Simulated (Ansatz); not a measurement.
# CoSi₃: what the fields show

Input file:

```
crystal:
  lattice:
    - [3.9795954792, 0.0, 0.0]
    - [0.0, 3.9795954792, 0.0]
    - [0.0, 0.0, 3.9795954792]
  atoms:
    - { symbol: Si, position: [0.0, 0.5, 0.5] }
    - { symbol: Si, position: [0.5, 0.0, 0.5] }
    - { symbol: Si, position: [0.5, 0.5, 0.0] }
    - { symbol: Co, position: [0.0, 0.0, 0.0], spin: 3.5 }
basis:
  ecutwfc: 420
kpoints:
  mp_grid: { grid: [12, 12, 12] }
hamiltonian:
  xc: pbesol
scf:
  occupations: { method: gaussian, width: 0.1 }
  lower_state_search: "off"
output:
  forces: true
  stress: true
  eigenvalues: true
  populations: true
  write_density: true
  write_potential: true
  elf: true
  volumetric_format: npy
magnetization:
  spin_polarized: true
```

Command:

```sh
ansatz run input.yaml --threads 1 --pin off --max-ram 2560MiB --backend cpu --events-out ev --progress --plain --runs-dir out
```

Below, planes, directions and counts refer to the conventional cell (a = 3.98 Å, b = 3.98 Å, c = 3.98 Å, α = 90.00°, β = 90.00°, γ = 90.00°).

Space group Pm-3m; started from the Cu3Au (L1_2) prototype, which need not be the ambient phase; computed pressure about −20 GPa in this cell; spin-polarised.

Theory: DFT PBEsol, scalar-relativistic, plane waves, PAW in Ansatz.

The density is the valence pseudo-density of a PAW calculation; it isn't the true density close to the nuclei.

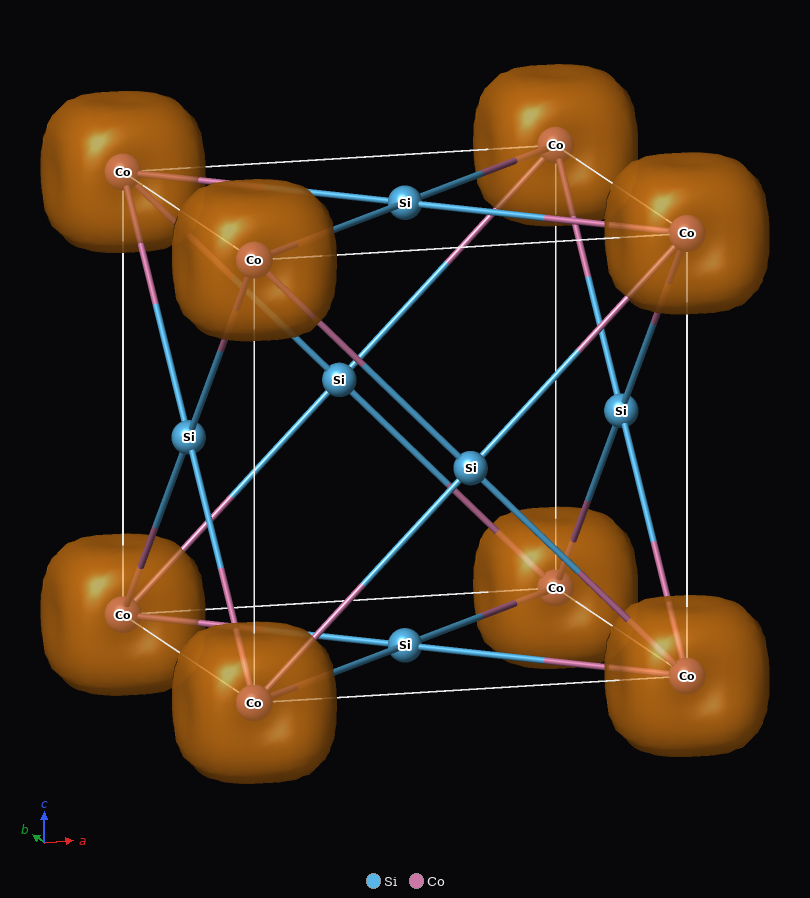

Figure 1. Isosurface of the spin density (up minus down) at +0.1 e/Å³ (orange), seen slightly off an axis. Sticks mark near contacts.

Describe the spin distribution.

Answer. The spin density sits on Co: +1.0 μB in one cell of 4 atoms: parallel main moments, as they must be, since the calculation's own cell holds one magnetic site. The cell of the calculation (4 atoms) carries 0.9 μB of net spin moment.

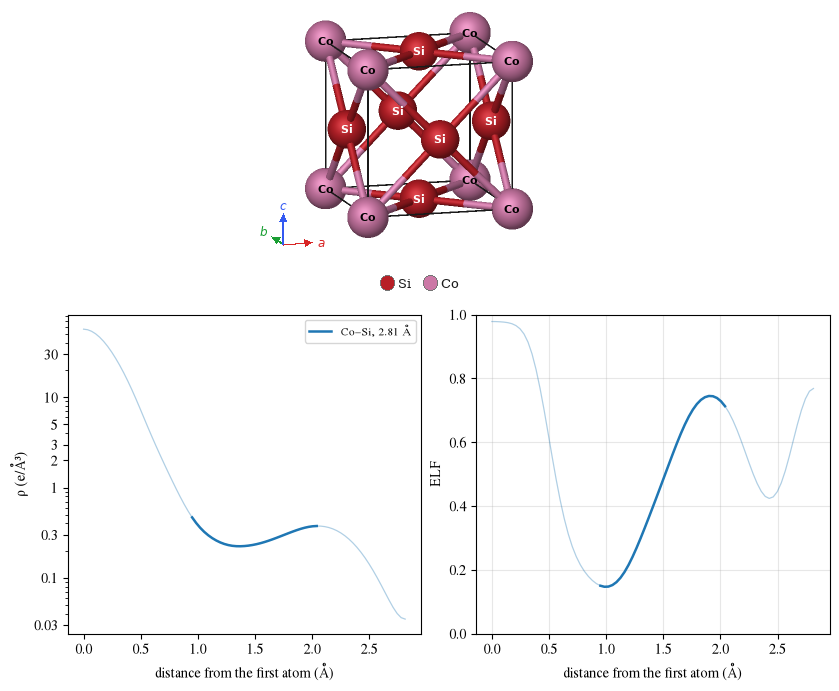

Figure 2. Valence electron density and ELF along straight lines between neighbouring atoms. Thin, pale parts lie inside the atomic spheres. The structure is drawn too.

What can be read from the curves?

Answer. Co–Si (2.81 Å): ρ at the midpoint is about 0.22 e/Å³; the ELF peaks at about 0.75 in the valence shell of Si, 0.9 Å from its nucleus, and is about 0.40 at the midpoint.

Metal or insulator at this level of theory?

Answer. It is metallic or semimetallic at this level of theory: no gap opens.
